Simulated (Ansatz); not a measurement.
# Two runs on W

System: W (1 atom in the cell).
Method of run A: DFT PBEsol, scalar-relativistic, plane waves, PAW, no spin polarisation (Ansatz 0.2.0).

Text and figures count atoms from 1; the logs count them from 0 in places.

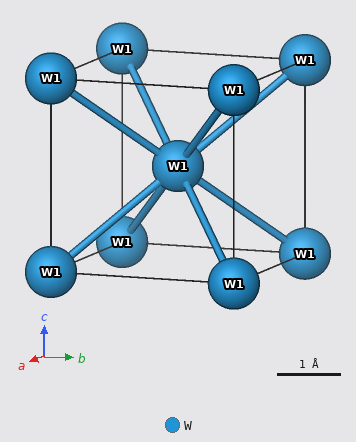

The structure as given in the input (ball-and-stick view of the cell 2 times as large as that of the calculation, set on its symmetry axes, seen slightly off an axis; atoms are numbered from 1 in the order of the input). Near neighbours in the crystal (not all of them lie inside the picture): W has 8 W at 2.73 Å.

## The input, run A
```yaml
crystal:
  lattice:
    - [-1.5737484435, 1.5737484435, 1.5737484435]
    - [1.5737484435, -1.5737484435, 1.5737484435]
    - [1.5737484435, 1.5737484435, -1.5737484435]
  atoms:
    - { symbol: W, position: [0.0, 0.0, 0.0] }
basis:
  ecutwfc: 600
  ecutrho_ratio: 5
kpoints:
  mp_grid: { grid: [18, 18, 18] }
hamiltonian:
  xc: pbesol
scf:
  occupations: { method: gaussian, width: 0.05 }
output:
  forces: true
  stress: true
  eigenvalues: true
```

Hardware: 4 threads of an x86-64 CPU, shared host.

## Output, shortened to warnings, some set-up lines, iterations and results (run A)
```
Basis set: ecut = 600 eV, 531 PW (Γ), exchange–correlation on 50×50×50 points (8 copies of the dense FFT grid, shifted against one another)
Symmetry: 48 space group operations
k-points: 195 of 5832
Initial density: superposition of atomic densities (neutral atoms: chi_scale 0, normalization atom), corrected by the library's trained network
[...]
SCF iter   1: F=—  HF=-10256.561700 eV  |F-HF|=—  |Δ(HF+E_count)|=         —  Δρ=1.88e-3  dr2=9.39e-5  ethr=1.77e-3  ⟨swp⟩=5.2  Hψ=11939  notcnv=0
SCF iter   2: F=—  HF=-10256.561625 eV  |F-HF|=—  |Δ(HF+E_count)|=   7.47e-5  Δρ=9.91e-4  dr2=3.10e-5  ethr=6.71e-7  ⟨swp⟩=2.3  Hψ=4930  notcnv=0
SCF iter   3: F=—  HF=-10256.561665 eV  |F-HF|=—  |Δ(HF+E_count)|=   3.99e-5  Δρ=2.64e-4  dr2=8.22e-6  ethr=2.21e-7  ⟨swp⟩=2.0  Hψ=3225  notcnv=0
SCF iter   4: F=—  HF=-10256.561662 eV  |F-HF|=—  |Δ(HF+E_count)|=   2.89e-6  Δρ=8.43e-5  dr2=9.33e-7  ethr=5.87e-8  ⟨swp⟩=2.9  Hψ=3309  notcnv=0
SCF iter   5: F=-10256.561662 eV  HF=-10256.561662 eV  |F-HF|=3.85e-8  |Δ(HF+E_count)|=   4.42e-7  Δρ=2.01e-5  dr2=4.57e-8  ethr=6.67e-9  ⟨swp⟩=2.3  Hψ=3223  notcnv=0
SCF iter   6: F=-10256.561662 eV  HF=-10256.561662 eV  |F-HF|=2.47e-10  |Δ(HF+E_count)|=   2.14e-8  Δρ=1.63e-6  dr2=3.02e-10  ethr=3.26e-10  ⟨swp⟩=2.5  Hψ=7843  notcnv=0
SCF 1 converged in 6 iterations: F = -10256.561662 eV  dr2 = 3.02e-10
SCF converged after 6 iterations
Free energy (F): -10256.561662 eV
Harris-Foulkes:  -10256.561662 eV  (|F-HF|=2.47e-10)
Internal energy: -10256.560784 eV  (E = F + TS)
E sigma→0 (E₀):  -10256.561223 eV
Entropy (-TS):   -0.000878 eV (-0.878 meV/atom)
Fermi energy:    22.865259 eV
--- Per-component energies (eV) ---
  E_band       = -77.765768
  E_kinetic    = 451.098806
  E_local      = -589.602337  (includes V_loc(G=0)·N_el)
  E_nonlocal   = 3.046300
  E_hartree    = 211.969449
  E_xc         = -265.560145
  E_vxc        = -239.073756  (∫ρ·V_xc dr)
  E_paw        = -8436.101636  (= ΣΔE_a)
  E_vpaw       = -127.174146  (= ΣTr[D̂ρ^β])
  E_aug_tail   = -0.000008  (compensation charges beyond the density's cutoff)
  E_ewald      = -1631.633006
  E_core_change = 0.221792  (= ΣΔE_core)
  E_smearing   = -0.000878  (= −TS)
  E_closure    = 0.000000  (closes the sum)
  Σ components = -10256.561662   (vs F -10256.561662, Δ=0.00e0)
--- Forces (eV/Å), atoms counted from 1 ---
  atom   1  W      0.00000000    -0.00000000    -0.00000000
  max |Σ_I F_I| component: 4.60e-31 eV/Å
--- Stress (GPa, compression-positive) ---
        2.131944       0.000000      -0.000000
       -0.000000       2.131944      -0.000000
        0.000000       0.000000       2.131944
  P = ⅓ Tr σ = 2.1319 GPa (21.319 kbar)
```

For run B the input was changed thus:
```diff
-    - [-1.5737484435, 1.5737484435, 1.5737484435]
-    - [1.5737484435, -1.5737484435, 1.5737484435]
-    - [1.5737484435, 1.5737484435, -1.5737484435]
+    - [-1.58, 1.58, 1.58]
+    - [1.58, -1.58, 1.58]
+    - [1.58, 1.58, -1.58]
```

Predict how the results change.

With the same functional and potentials, run B lies 0.18 meV per atom lower. The pressure goes from 2.13 to −1.77 GPa. The volume per atom goes from 15.59 to 15.78 Å³. The cell is scaled evenly with the atoms at fixed fractional positions, so −ΔP/Δ ln V estimates the bulk modulus midway between the two volumes: about 330 GPa. The number of SCF iterations is the same.

## Output, shortened to warnings, some set-up lines, iterations and results (run B)
```
Basis set: ecut = 600 eV, 531 PW (Γ), exchange–correlation on 50×50×50 points (8 copies of the dense FFT grid, shifted against one another)
Symmetry: 48 space group operations
k-points: 195 of 5832
Initial density: superposition of atomic densities (neutral atoms: chi_scale 0, normalization atom), corrected by the library's trained network
[...]
SCF iter   1: F=—  HF=-10256.561926 eV  |F-HF|=—  |Δ(HF+E_count)|=         —  Δρ=1.89e-3  dr2=1.04e-4  ethr=1.77e-3  ⟨swp⟩=5.3  Hψ=11945  notcnv=0
SCF iter   2: F=—  HF=-10256.561810 eV  |F-HF|=—  |Δ(HF+E_count)|=   1.16e-4  Δρ=9.87e-4  dr2=3.29e-5  ethr=7.41e-7  ⟨swp⟩=2.2  Hψ=4779  notcnv=0
SCF iter   3: F=—  HF=-10256.561852 eV  |F-HF|=—  |Δ(HF+E_count)|=   4.12e-5  Δρ=2.78e-4  dr2=1.03e-5  ethr=2.35e-7  ⟨swp⟩=2.0  Hψ=3240  notcnv=0
SCF iter   4: F=—  HF=-10256.561847 eV  |F-HF|=—  |Δ(HF+E_count)|=   4.32e-6  Δρ=8.56e-5  dr2=1.00e-6  ethr=7.39e-8  ⟨swp⟩=3.0  Hψ=3452  notcnv=0
SCF iter   5: F=-10256.561847 eV  HF=-10256.561847 eV  |F-HF|=1.63e-8  |Δ(HF+E_count)|=   4.81e-7  Δρ=1.31e-5  dr2=1.96e-8  ethr=7.15e-9  ⟨swp⟩=2.0  Hψ=3127  notcnv=0
SCF iter   6: F=-10256.561847 eV  HF=-10256.561847 eV  |F-HF|=5.91e-10  |Δ(HF+E_count)|=   8.18e-9  Δρ=2.40e-6  dr2=6.96e-10  ethr=1.40e-10  ⟨swp⟩=2.3  Hψ=7814  notcnv=0
SCF 1 converged in 6 iterations: F = -10256.561847 eV  dr2 = 6.96e-10
SCF converged after 6 iterations
Free energy (F): -10256.561847 eV
Harris-Foulkes:  -10256.561847 eV  (|F-HF|=5.91e-10)
Internal energy: -10256.560939 eV  (E = F + TS)
E sigma→0 (E₀):  -10256.561393 eV
Entropy (-TS):   -0.000908 eV (-0.908 meV/atom)
Fermi energy:    22.560701 eV
--- Per-component energies (eV) ---
  E_band       = -81.916962
  E_kinetic    = 450.470869
  E_local      = -597.889585  (includes V_loc(G=0)·N_el)
  E_nonlocal   = 2.992864
  E_hartree    = 214.203065
  E_xc         = -265.337056
  E_vxc        = -238.784261  (∫ρ·V_xc dr)
  E_paw        = -8436.045726  (= ΣΔE_a)
  E_vpaw       = -127.113701  (= ΣTr[D̂ρ^β])
  E_aug_tail   = -0.000008  (compensation charges beyond the density's cutoff)
  E_ewald      = -1625.177154
  E_core_change = 0.221792  (= ΣΔE_core)
  E_smearing   = -0.000908  (= −TS)
  E_closure    = 0.000000  (closes the sum)
  Σ components = -10256.561847   (vs F -10256.561847, Δ=0.00e0)
--- Forces (eV/Å), atoms counted from 1 ---
  atom   1  W      0.00000000    -0.00000000    -0.00000000
  max |Σ_I F_I| component: 2.22e-31 eV/Å
--- Stress (GPa, compression-positive) ---
       -1.773471      -0.000000      -0.000000
       -0.000000      -1.773471      -0.000000
        0.000000       0.000000      -1.773471
  P = ⅓ Tr σ = -1.7735 GPa (-17.735 kbar)
```

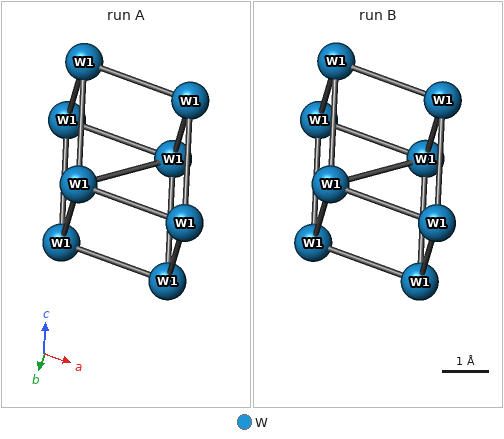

The two input geometries at one scale (ball-and-stick view of the cell of the calculation, seen at an oblique angle). The atoms keep their places relative to the cell (all moves are under 0.005 Å). The volume changes by +1.2 %, with a = b = c 2.726 → 2.737 Å (+0.4 %). Among the contacts that change: W1–W1 2.726 → 2.737 Å.

## The two runs side by side

| quantity | run A | run B |
| --- | --- | --- |
| outcome | converged | converged |
| free energy per atom (eV) | −10256.5617 | −10256.5618 |
| energy per atom, smearing taken to zero (eV) | −10256.5612 | −10256.5614 |
| pressure (GPa) | 2.13 | −1.77 |
| volume per atom (Å³) | 15.59 | 15.78 |
| largest force (eV/Å) | 0.000 | 0.000 |
| SCF iterations | 6 | 6 |
| irreducible k-points | 195 | 195 |
| plane waves at Γ | 531 | 531 |

For both runs: Spin–orbit coupling is left out, which matters for W.
